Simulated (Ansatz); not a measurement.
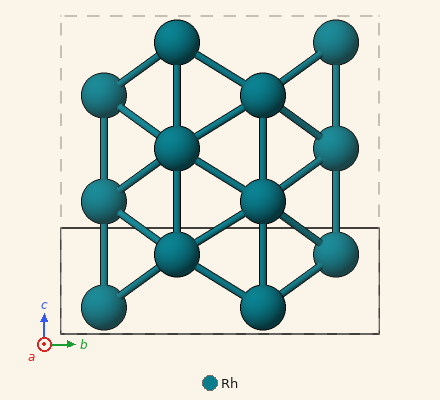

The structure, seen along [100]; the drawing may span several cells.

Given this structure, the input geometry of an electronic-structure calculation (not necessarily at equilibrium); the starting structure was generated, so it need not be a known form of this composition, written in its standard cell:

```
Rh
1.0
     2.68657    0.00000    0.00000
     0.00000    8.14169    0.00000
     0.00000    0.00000    2.71247
Rh
4
Direct
  0.00000 0.63517 0.25000
  0.50000 0.86483 0.75000
  0.50000 0.13517 0.25000
  0.00000 0.36483 0.75000
```

### Predict the [100] zone-axis pattern (120 kV, kinematic, B = 0.3 Å²).

The spots form a rectangular net whose two shortest vectors correspond to d = 4.07 Å and 2.71 Å, 90.0° apart. They are 0 2 0 and 0 0 1 (itself extinct). The pattern has symmetry 2mm. The lattice centring (C) removes all reflections that break h + k = 2n; a screw axis and a glide plane both extinguish reflections such as 0 0 1, 0 0 3.

Strongest reflections with d > 0.84 Å, one of each family (|F|² from tabulated Gaussian fits of the electron scattering factors, times a small damping for the curvature of the Ewald sphere):

```csv
hkl,d (Å),I (strongest = 100)
0 2 1,2.257,100
0 4 0,2.035,80
0 0 2,1.356,37
0 6 1,1.214,24
0 4 2,1.129,21
0 8 0,1.018,13
```

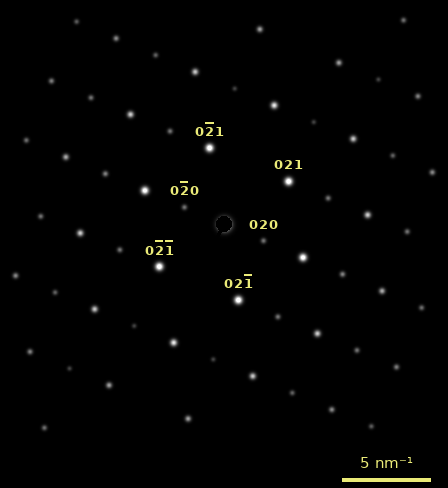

Calculated pattern, seen from the source side with [100] pointing towards the source.
